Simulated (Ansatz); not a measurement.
```yaml
crystal:
  lattice:
    - [2.63683, 0.00000, 0.00000]
    - [0.00000, 2.63683, 0.00000]
    - [0.00000, 0.00000, 2.63683]
  atoms:
    - { symbol: Cu, position: [0.00000, 0.00000, 0.00000] }
    - { symbol: O, position: [0.50000, 0.50000, 0.50000] }
```

Space group Pm-3m; computed pressure about −17 GPa in this cell; computed without spin polarisation.

All numbers below come from Ansatz, DFT, LDA, PAW with Ansatz's default frozen-core files, scalar-relativistic.

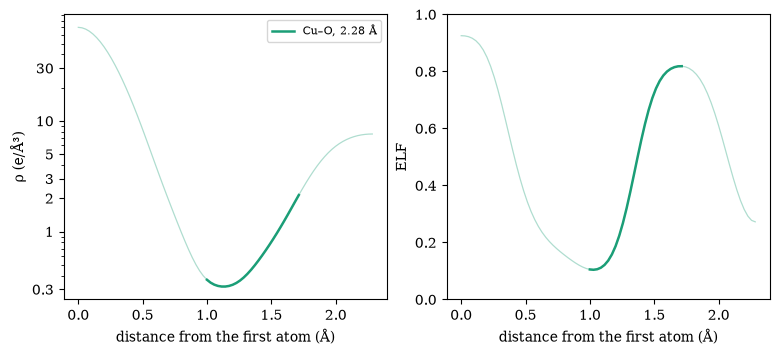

CuO. Valence charge density (pseudo) and ELF along straight lines between neighbouring atoms. Thin, pale parts lie inside the atomic spheres.

The density is the valence pseudo-density of a PAW calculation; it isn't the true density close to the nuclei.

Question: What can be read from the curves?

Answer: Cu–O (2.28 Å): ρ at the midpoint is about 0.32 e/Å³; the ELF is about 0.15 at the midpoint; no shared electron pair shows on this line.
